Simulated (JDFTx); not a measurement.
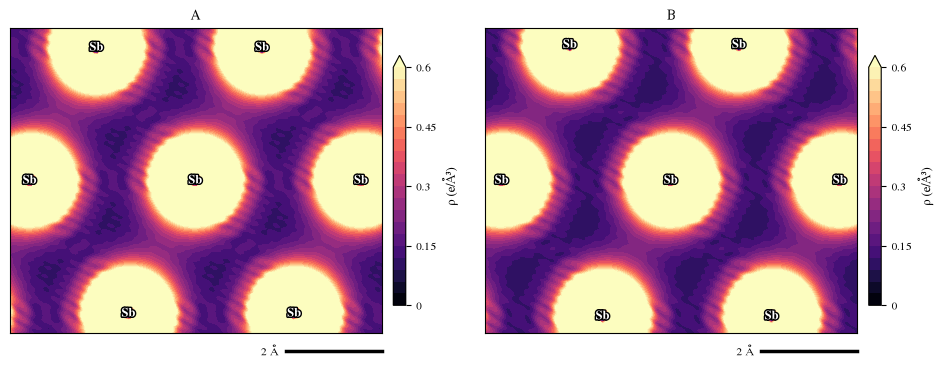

Sb. The valence charge density (pseudo) of two cells that differ in size, on the (010) plane of each (indices in the axes of the calculation cell), at one length scale and on one colour scale: B has 27.5 Å³ an atom and A 25.9.

Space group I4/mmm; a structure from a database of computed crystals, not necessarily the ambient phase.

These are results of Kohn-Sham DFT of a periodic cell, PBEsol, PseudoDojo-SR-PBEsol-0.4.1-standard in JDFTx, not measurements.

In a pseudopotential calculation such maps are meaningful between the atoms, not at the nuclei.

### What changes from the larger cell to the smaller?

From the larger cell to the smaller, Sb–Sb goes from 3.17 to 3.11 Å, and the density at its midpoint from 0.21 to 0.23 e/Å³; the pressure goes from −2.5 to 1.5 GPa.
